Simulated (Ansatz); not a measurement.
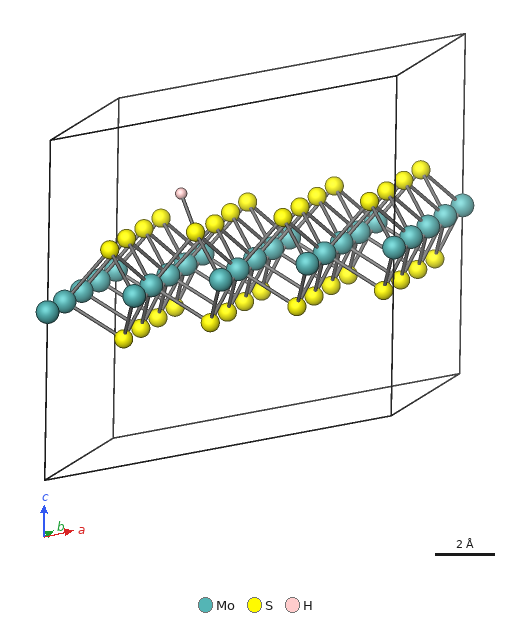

Figure 1. The input geometry (ball-and-stick view of the cell of the calculation, with the vacuum cut short, seen slightly off an axis). An atom can appear more than once, as a periodic image.

**Geometry relaxation of Mo₁₆HS₃₂ (part 1 of 3)**

- system: Mo₁₆HS₃₂ (defect cell, 49 atoms in the cell)
- method: DFT PBE, scalar-relativistic, plane waves, PAW, spin-polarised (Ansatz 0.2.0)

The structure derives from a Materials Project entry.

Log:
```
settings of this run that can trade accuracy for cost: output.eigenvalues: false. Do not mix this run's numbers with those of runs without the same settings; the input reference describes each key
Engine: ansatz 0.2.0, aarch64-unknown-linux-gnu
Pseudopotentials: kind: paw
Pseudopotential: Mo, paw, valence charge 14, recommended cutoff 420 eV (normal), Mo.paw.azcp
Pseudopotential: S, paw, valence charge 6, recommended cutoff 420 eV (normal), S.paw.azcp
Pseudopotential: H, paw, valence charge 1, recommended cutoff 420 eV (normal), H.paw.azcp
Functional definition: PBE
  parameter kappa = 0.804
  parameter beta = 0.06672455060314922
  exchange = pbe_x(kappa = kappa, mu = beta*pi^2/3)
  correlation = pbe_c(beta = beta)
Crystal: 49 atoms, lattice volume = 2435.258 Å³
Basis set: ecut = 420 eV, 47663 PW (Γ), exchange–correlation on 180×180×240 points (8 copies of the dense FFT grid, shifted against one another)
Bands: 259, of which v1, the nominal top of the filled ones, is band 209 counted from 1 (208 counted from 0)
Symmetry: 1 space group operations
Space group: P1 (ITA 1), of the structure as read, at distance tolerance 1.3e-4 Å
Magnetic group: BNS 1.1 (UNI 1), of the structure as read, at distance tolerance 1.3e-4 Å
k-points: 1
Non-local potential: Mo, projectors of the file, l = 0: 3, l = 1: 2, l = 2: 2, l = 3: 1
Non-local potential: S, projectors of the file, l = 0: 2, l = 1: 2, l = 2: 2
Non-local potential: H, projectors of the file, l = 0: 2, l = 1: 1
PAW form: soft (Blöchl's): semilocal exchange-correlation on the pseudo side does not see the compensation charge
PAW one-centre angular grid: Mo, 590 points (default); XC on 64 Gauss nodes
PAW one-centre angular grid: S, 110 points (default); XC on 64 Gauss nodes
PAW one-centre angular grid: H, 110 points (default); XC on 64 Gauss nodes
Initial density: superposition of atomic densities (neutral atoms: chi_scale 0, normalization atom)
Starting moments: Σ|m| = 2 μB on 4 of 49 sites
Initial wavefunctions: pseudopotential atomic-orbital guess
Functional: x = pbe(κ = 0.804, μ = 0.2195149727645171), c = pbe(β = 0.06672455060314922)
SCF iter   1: F=—  HF=-108239.745535 eV  |F-HF|=—  |Δ(HF+E_count)|=         —  Δρ=2.62e-2 (↑2.57e-2 ↓2.62e-2)  dr2=9.90e1  dr2_m=1.12e-1  M=1.000 μB ∫|m|=1.247 μB  β_m=0.30  ethr=3.10e-3  ⟨swp⟩=8.0  Hψ=2439  notcnv=0
Mixer restart at iter 1: flushing history
preconditioner: auto → Resta (q_TF=auto, 2.033 Å⁻¹)  ε∞=3.2  [insulator: Δε(μ)=0.482 eV  Ē_g=8.590 eV  σ=0.050 eV  W_gap=1.00  n_scr=342 (ndim 8)  ℏωp=12.8 eV  f_vac=0.605  D(μ)=0.00/eV (n_scr^D=0)  ε∞_Penn≈3.2  vacuum switching on, ρ_ref=5.4e-3 e/Å³]
spin=Collinear: Resta preconditioning applied to the charge; magnetization (m = ρ↑ − ρ↓) channel mixes plain (no charge-response kernel on spin).
SCF iter   2: F=—  HF=-108222.139899 eV  |F-HF|=—  |Δ(HF+E_count)|=    1.76e1  Δρ=1.01e-2 (↑9.79e-3 ↓1.01e-2)  dr2=1.13e1  dr2_m=7.39e-2  M=1.000 μB ∫|m|=1.228 μB  β_m=0.33  ethr=3.10e-3  ⟨swp⟩=3.0  Hψ=1063  notcnv=0  defer=60
SCF iter   3: F=—  HF=-108220.401980 eV  |F-HF|=—  |Δ(HF+E_count)|=    1.74e0  Δρ=6.55e-3 (↑6.28e-3 ↓6.55e-3)  dr2=3.98e0  dr2_m=3.84e-2  M=1.000 μB ∫|m|=1.208 μB  β_m=0.58  ethr=2.72e-3  ⟨swp⟩=3.0  Hψ=860  notcnv=0  defer=60
SCF iter   4: F=—  HF=-108219.966457 eV  |F-HF|=—  |Δ(HF+E_count)|=   4.36e-1  Δρ=2.10e-3 (↑2.10e-3 ↓1.88e-3)  dr2=9.19e-1  dr2_m=5.75e-3  M=1.000 μB ∫|m|=1.190 μB  β_m=0.58  ethr=9.55e-4  ⟨swp⟩=3.0  Hψ=804  notcnv=0  defer=60
SCF iter   5: F=—  HF=-108219.959136 eV  |F-HF|=—  |Δ(HF+E_count)|=   7.32e-3  Δρ=1.57e-3 (↑1.52e-3 ↓1.57e-3)  dr2=6.76e-1  dr2_m=1.57e-3  M=1.000 μB ∫|m|=1.183 μB  β_m=0.50  ethr=2.20e-4  ⟨swp⟩=4.0  Hψ=885  notcnv=0  defer=59
SCF iter   6: F=—  HF=-108219.912442 eV  |F-HF|=—  |Δ(HF+E_count)|=   4.67e-2  Δρ=6.21e-4 (↑6.07e-4 ↓6.21e-4)  dr2=1.24e-1  dr2_m=5.21e-4  M=1.000 μB ∫|m|=1.185 μB  β_m=0.49  ethr=1.62e-4  ⟨swp⟩=2.0  Hψ=561  notcnv=0  defer=59
SCF iter   7: F=—  HF=-108219.903636 eV  |F-HF|=—  |Δ(HF+E_count)|=         —  Δρ=2.35e-4 (↑1.76e-4 ↓2.35e-4)  dr2=9.68e-3  dr2_m=1.87e-4  M=1.000 μB ∫|m|=1.189 μB  β_m=0.49  ethr=2.96e-5  ⟨swp⟩=2.0  Hψ=774  notcnv=0  defer=59
SCF iter   8: F=—  HF=-108219.903791 eV  |F-HF|=—  |Δ(HF+E_count)|=   1.55e-4  Δρ=1.72e-4 (↑1.72e-4 ↓1.20e-4)  dr2=5.86e-3  dr2_m=8.19e-5  M=1.000 μB ∫|m|=1.196 μB  β_m=0.43  ethr=2.32e-6  ⟨swp⟩=2.5  Hψ=857  notcnv=0  defer=59
SCF iter   9: F=—  HF=-108219.903451 eV  |F-HF|=—  |Δ(HF+E_count)|=   3.40e-4  Δρ=7.90e-5 (↑7.55e-5 ↓7.90e-5)  dr2=5.29e-4  dr2_m=4.39e-5  M=1.000 μB ∫|m|=1.198 μB  β_m=0.57  ethr=1.41e-6  ⟨swp⟩=2.0  Hψ=598  notcnv=0  defer=59
SCF iter  10: F=—  HF=-108219.903715 eV  |F-HF|=—  |Δ(HF+E_count)|=   2.63e-4  Δρ=4.04e-5 (↑3.35e-5 ↓4.04e-5)  dr2=3.39e-4  dr2_m=8.35e-6  M=1.000 μB ∫|m|=1.202 μB  β_m=0.50  ethr=1.27e-7  ⟨swp⟩=2.0  Hψ=805  notcnv=0  defer=59
SCF iter  11: F=—  HF=-108219.903700 eV  |F-HF|=—  |Δ(HF+E_count)|=   1.46e-5  Δρ=1.55e-5 (↑1.33e-5 ↓1.55e-5)  dr2=3.26e-5  dr2_m=1.37e-6  M=1.000 μB ∫|m|=1.205 μB  β_m=0.48  ethr=8.13e-8  ⟨swp⟩=2.0  Hψ=717  notcnv=0  defer=59
SCF iter  12: F=—  HF=-108219.903702 eV  |F-HF|=—  |Δ(HF+E_count)|=   1.85e-6  Δρ=1.13e-5 (↑1.13e-5 ↓9.54e-6)  dr2=1.84e-5  dr2_m=5.87e-7  M=1.000 μB ∫|m|=1.206 μB  β_m=0.42  ethr=7.82e-9  ⟨swp⟩=2.0  Hψ=1679  notcnv=0
SCF iter  13: F=—  HF=-108219.903701 eV  |F-HF|=—  |Δ(HF+E_count)|=   1.02e-6  Δρ=5.60e-6 (↑5.60e-6 ↓5.27e-6)  dr2=1.71e-6  dr2_m=3.33e-7  M=1.000 μB ∫|m|=1.206 μB  β_m=0.60  ethr=4.41e-9  ⟨swp⟩=2.0  Hψ=930  notcnv=0
SCF iter  14: F=-108219.903700 eV  HF=-108219.903702 eV  |F-HF|=1.72e-6  |Δ(HF+E_count)|=   8.01e-7  Δρ=3.38e-6 (↑3.38e-6 ↓3.34e-6)  dr2=2.08e-6  dr2_m=8.62e-8  M=1.000 μB ∫|m|=1.207 μB  ethr=4.10e-10  ⟨swp⟩=2.0  Hψ=943  notcnv=0
SCF 1 converged in 14 iterations: F = -108219.903700 eV  dr2 = 2.08e-6
  greatest PAW one-centre occupation: 0.998 electrons in one spin orbital (limit 2), on the Mo atom at site 5 (counted from 0), in its partial waves of l = 0
relax step   1: F+E_penalty+E_count = -108219.90370002 eV  Δ(F+E_penalty+E_count) = +0.000e0 eV  max|allowed force component| = 1.131e0 eV/Å  Δτ_max = 0.0000 Å  (14 SCF iters, dr2 threshold 6.25e-5 eV, accepted)
Initial density: handed on by an earlier stage of this run
Starting moments: Σ|m| = 2 μB on 4 of 49 sites; this step starts from the density that it was given
Initial wavefunctions: those handed on with the density
iter 1 solved again at ethr=2.14e-5 eV; its pass at ethr=3.10e-3 eV (dr2=8.91e-2 eV) is discarded
SCF iter   1: F=—  HF=-108220.061466 eV  |F-HF|=—  |Δ(HF+E_count)|=         —  Δρ=1.28e-3 (↑1.03e-3 ↓1.28e-3)  dr2=8.77e-2  dr2_m=4.96e-3  M=1.000 μB ∫|m|=1.212 μB  β_m=0.65  ethr=2.14e-5  ⟨swp⟩=3.0  Hψ=1946  notcnv=0  defer=59
preconditioner: auto → Resta (q_TF=auto, 2.033 Å⁻¹)  ε∞=3.7  [insulator: Δε(μ)=0.474 eV  Ē_g=7.739 eV  σ=0.050 eV  W_gap=1.00  n_scr=342 (ndim 8)  ℏωp=12.8 eV  f_vac=0.615  D(μ)=0.00/eV (n_scr^D=0)  ε∞_Penn≈3.7  vacuum switching on, ρ_ref=4.3e-3 e/Å³]
spin=Collinear: Resta preconditioning applied to the charge; magnetization (m = ρ↑ − ρ↓) channel mixes plain (no charge-response kernel on spin).
SCF iter   2: F=—  HF=-108220.057668 eV  |F-HF|=—  |Δ(HF+E_count)|=         —  Δρ=5.38e-4 (↑5.16e-4 ↓5.38e-4)  dr2=1.80e-2  dr2_m=1.80e-3  M=1.000 μB ∫|m|=1.216 μB  β_m=0.30  ethr=2.10e-5  ⟨swp⟩=2.5  Hψ=851  notcnv=0  defer=59
SCF iter   3: F=—  HF=-108220.059320 eV  |F-HF|=—  |Δ(HF+E_count)|=   1.65e-3  Δρ=3.94e-4 (↑3.55e-4 ↓3.94e-4)  dr2=6.85e-3  dr2_m=1.02e-3  M=1.000 μB ∫|m|=1.217 μB  β_m=0.56  ethr=4.31e-6  ⟨swp⟩=2.0  Hψ=743  notcnv=0  defer=59
SCF iter   4: F=—  HF=-108220.061869 eV  |F-HF|=—  |Δ(HF+E_count)|=   2.55e-3  Δρ=1.10e-4 (↑9.06e-5 ↓1.10e-4)  dr2=5.00e-4  dr2_m=1.13e-4  M=1.000 μB ∫|m|=1.219 μB  β_m=0.67  ethr=1.64e-6  ⟨swp⟩=3.0  Hψ=1021  notcnv=0  defer=59
SCF iter   5: F=—  HF=-108220.062236 eV  |F-HF|=—  |Δ(HF+E_count)|=   3.67e-4  Δρ=3.08e-5 (↑2.87e-5 ↓3.08e-5)  dr2=1.31e-4  dr2_m=1.01e-5  M=1.000 μB ∫|m|=1.221 μB  β_m=0.65  ethr=1.20e-7  ⟨swp⟩=3.0  Hψ=1042  notcnv=0  defer=59
iter 6 did not close the SCF: its close was put off for a magnetic moment that had not settled (scf_convergence_deferred on its scf_iter line)
SCF iter   6: F=-108220.062235 eV  HF=-108220.062245 eV  |F-HF|=9.76e-6  |Δ(HF+E_count)|=   9.09e-6  Δρ=1.29e-5 (↑1.29e-5 ↓1.22e-5)  dr2=1.66e-5  dr2_m=1.56e-6  M=1.000 μB ∫|m|=1.221 μB  β_m=0.81  ethr=1.92e-8  ⟨swp⟩=2.5  Hψ=1749  notcnv=0
SCF iter   7: F=-108220.062239 eV  HF=-108220.062248 eV  |F-HF|=9.44e-6  |Δ(HF+E_count)|=   3.04e-6  Δρ=5.95e-6 (↑5.67e-6 ↓5.95e-6)  dr2=1.03e-5  dr2_m=1.05e-7  M=1.000 μB ∫|m|=1.221 μB  ethr=3.97e-9  ⟨swp⟩=1.0  Hψ=1335  notcnv=0
SCF 2 converged in 7 iterations: F = -108220.062239 eV  dr2 = 1.03e-5
[... from here on the iterations of each SCF are left out, up to the last one ...]
relax step   2: F+E_penalty+E_count = -108220.06223861 eV  Δ(F+E_penalty+E_count) = -1.585e-1 eV  max|allowed force component| = 1.151e0 eV/Å  Δτ_max = 0.1893 Å  (7 SCF iters, dr2 threshold 7.99e-5 eV, accepted)
preconditioner: auto → Resta (q_TF=auto, 2.033 Å⁻¹)  ε∞=3.7  [insulator: Δε(μ)=0.449 eV  Ē_g=7.747 eV  σ=0.050 eV  W_gap=1.00  n_scr=342 (ndim 8)  ℏωp=12.8 eV  f_vac=0.616  D(μ)=0.00/eV (n_scr^D=0)  ε∞_Penn≈3.7  vacuum switching on, ρ_ref=4.4e-3 e/Å³]
spin=Collinear: Resta preconditioning applied to the charge; magnetization (m = ρ↑ − ρ↓) channel mixes plain (no charge-response kernel on spin).
SCF 3 converged in 8 iterations: F = -108220.164185 eV  dr2 = 2.34e-6
relax step   3: F+E_penalty+E_count = -108220.16418491 eV  Δ(F+E_penalty+E_count) = -1.019e-1 eV  max|allowed force component| = 2.937e-1 eV/Å  Δτ_max = 0.1082 Å  (8 SCF iters, dr2 threshold 8.28e-5 eV, accepted)
preconditioner: auto → Resta (q_TF=auto, 2.033 Å⁻¹)  ε∞=3.7  [insulator: Δε(μ)=0.454 eV  Ē_g=7.750 eV  σ=0.050 eV  W_gap=1.00  n_scr=342 (ndim 8)  ℏωp=12.8 eV  f_vac=0.616  D(μ)=0.00/eV (n_scr^D=0)  ε∞_Penn≈3.7  vacuum switching on, ρ_ref=4.4e-3 e/Å³]
spin=Collinear: Resta preconditioning applied to the charge; magnetization (m = ρ↑ − ρ↓) channel mixes plain (no charge-response kernel on spin).
SCF 4 converged in 9 iterations: F = -108220.180167 eV  dr2 = 1.13e-7
relax step   4: F+E_penalty+E_count = -108220.18016745 eV  Δ(F+E_penalty+E_count) = -1.598e-2 eV  max|allowed force component| = 1.100e-1 eV/Å  Δτ_max = 0.0397 Å  (9 SCF iters, dr2 threshold 5.62e-6 eV, accepted)
preconditioner: auto → Resta (q_TF=auto, 2.033 Å⁻¹)  ε∞=3.7  [insulator: Δε(μ)=0.468 eV  Ē_g=7.735 eV  σ=0.050 eV  W_gap=1.00  n_scr=342 (ndim 8)  ℏωp=12.8 eV  f_vac=0.616  D(μ)=0.00/eV (n_scr^D=0)  ε∞_Penn≈3.7  vacuum switching on, ρ_ref=4.3e-3 e/Å³]
spin=Collinear: Resta preconditioning applied to the charge; magnetization (m = ρ↑ − ρ↓) channel mixes plain (no charge-response kernel on spin).
SCF 5 converged in 12 iterations: F = -108220.181721 eV  dr2 = 1.69e-9
relax step   5: F+E_penalty+E_count = -108220.18172053 eV  Δ(F+E_penalty+E_count) = -1.553e-3 eV  max|allowed force component| = 7.927e-2 eV/Å  Δτ_max = 0.0395 Å  (12 SCF iters, accepted)
SCF iter   1: F=—  HF=-108220.183903 eV  |F-HF|=—  |Δ(HF+E_count)|=         —  Δρ=1.94e-4 (↑1.30e-4 ↓1.94e-4)  dr2=1.04e-3  dr2_m=1.67e-4  M=1.000 μB ∫|m|=1.237 μB  β_m=0.65  ethr=4.66e-6  ⟨swp⟩=3.0  Hψ=1126  notcnv=0  defer=59
preconditioner: auto → Resta (q_TF=auto, 2.033 Å⁻¹)  ε∞=3.7  [insulator: Δε(μ)=0.461 eV  Ē_g=7.735 eV  σ=0.050 eV  W_gap=1.00  n_scr=342 (ndim 8)  ℏωp=12.8 eV  f_vac=0.616  D(μ)=0.00/eV (n_scr^D=0)  ε∞_Penn≈3.7  vacuum switching on, ρ_ref=4.3e-3 e/Å³]
spin=Collinear: Resta preconditioning applied to the charge; magnetization (m = ρ↑ − ρ↓) channel mixes plain (no charge-response kernel on spin).
SCF iter   2: F=—  HF=-108220.182575 eV  |F-HF|=—  |Δ(HF+E_count)|=   1.33e-3  Δρ=8.51e-5 (↑5.88e-5 ↓8.51e-5)  dr2=3.93e-4  dr2_m=3.59e-5  M=1.000 μB ∫|m|=1.237 μB  β_m=0.59  ethr=2.48e-7  ⟨swp⟩=2.5  Hψ=999  notcnv=0  defer=59
SCF iter   3: F=—  HF=-108220.182714 eV  |F-HF|=—  |Δ(HF+E_count)|=   1.38e-4  Δρ=6.59e-5 (↑5.41e-5 ↓6.59e-5)  dr2=8.71e-4  dr2_m=1.11e-5  M=1.000 μB ∫|m|=1.237 μB  β_m=0.49  ethr=9.43e-8  ⟨swp⟩=2.0  Hψ=806  notcnv=0  defer=59
SCF iter   4: F=—  HF=-108220.182666 eV  |F-HF|=—  |Δ(HF+E_count)|=   4.75e-5  Δρ=1.19e-5 (↑1.05e-5 ↓1.19e-5)  dr2=9.45e-6  dr2_m=1.46e-6  M=1.000 μB ∫|m|=1.237 μB  β_m=0.56  ethr=9.43e-8  ⟨swp⟩=2.0  Hψ=805  notcnv=0  defer=59
SCF iter   5: F=—  HF=-108220.182669 eV  |F-HF|=—  |Δ(HF+E_count)|=   3.19e-6  Δρ=4.84e-6 (↑4.84e-6 ↓4.48e-6)  dr2=3.57e-6  dr2_m=2.21e-7  M=1.000 μB ∫|m|=1.237 μB  β_m=0.53  ethr=2.27e-9  ⟨swp⟩=3.0  Hψ=1067  notcnv=0  defer=59
SCF iter   6: F=—  HF=-108220.182670 eV  |F-HF|=—  |Δ(HF+E_count)|=   2.96e-7  Δρ=2.74e-6 (↑2.74e-6 ↓2.12e-6)  dr2=7.27e-7  dr2_m=6.01e-8  M=1.000 μB ∫|m|=1.237 μB  β_m=0.53  ethr=8.55e-10  ⟨swp⟩=2.0  Hψ=806  notcnv=0  defer=59
SCF iter   7: F=—  HF=-108220.182670 eV  |F-HF|=—  |Δ(HF+E_count)|=   1.45e-7  Δρ=1.61e-6 (↑1.61e-6 ↓1.55e-6)  dr2=4.49e-7  dr2_m=1.63e-8  M=1.000 μB ∫|m|=1.237 μB  β_m=0.47  ethr=1.74e-10  ⟨swp⟩=2.5  Hψ=807  notcnv=0  defer=59
iter 8 did not close the SCF: its close was put off for a magnetic moment that had not settled (scf_convergence_deferred on its scf_iter line)
SCF iter   8: F=-108220.182670 eV  HF=-108220.182670 eV  |F-HF|=4.60e-9  |Δ(HF+E_count)|=   1.02e-8  Δρ=6.44e-7 (↑6.44e-7 ↓5.52e-7)  dr2=2.41e-8  dr2_m=4.66e-9  M=1.000 μB ∫|m|=1.237 μB  β_m=0.51  ethr=2.40e-11  ⟨swp⟩=3.0  Hψ=1808  notcnv=0
iter 9 did not close the SCF: its close was put off for a magnetic moment that had not settled (scf_convergence_deferred on its scf_iter line)
SCF iter   9: F=-108220.182670 eV  HF=-108220.182670 eV  |F-HF|=7.60e-9  |Δ(HF+E_count)|=   1.64e-8  Δρ=2.95e-7 (↑2.58e-7 ↓2.95e-7)  dr2=1.18e-8  dr2_m=7.43e-10  M=1.000 μB ∫|m|=1.237 μB  β_m=0.56  ethr=5.77e-12  ⟨swp⟩=1.0  Hψ=1447  notcnv=0
SCF iter  10: F=-108220.182670 eV  HF=-108220.182670 eV  |F-HF|=4.10e-9  |Δ(HF+E_count)|=   1.14e-9  Δρ=1.75e-7 (↑1.75e-7 ↓1.37e-7)  dr2=5.18e-9  dr2_m=1.26e-10  M=1.000 μB ∫|m|=1.237 μB  ethr=2.83e-12  ⟨swp⟩=1.0  Hψ=1333  notcnv=0
SCF 6 converged in 10 iterations: F = -108220.182670 eV  dr2 = 5.18e-9
relax step   6: F+E_penalty+E_count = -108220.18266981 eV  Δ(F+E_penalty+E_count) = -9.493e-4 eV  max|allowed force component| = 2.505e-2 eV/Å  Δτ_max = 0.0304 Å  (10 SCF iters, accepted)
```

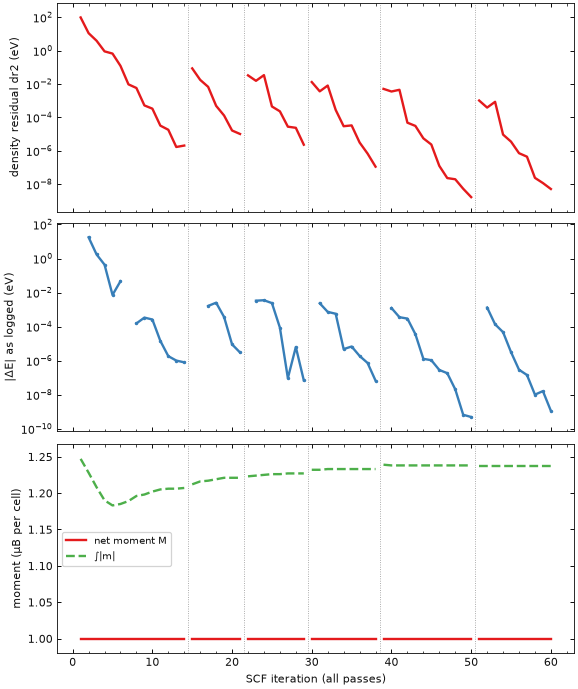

Figure 2. Convergence of the self-consistent field: density residual dr2, size of the energy change and magnetic moment against the SCF iteration. The dotted lines part the SCF passes of the relaxation: geometry steps, rejected trials and re-solves on a re-selected basis. The 6 passes take 7 to 14 iterations each, 60 in all. The net moment stays at 1.0 μB per cell.
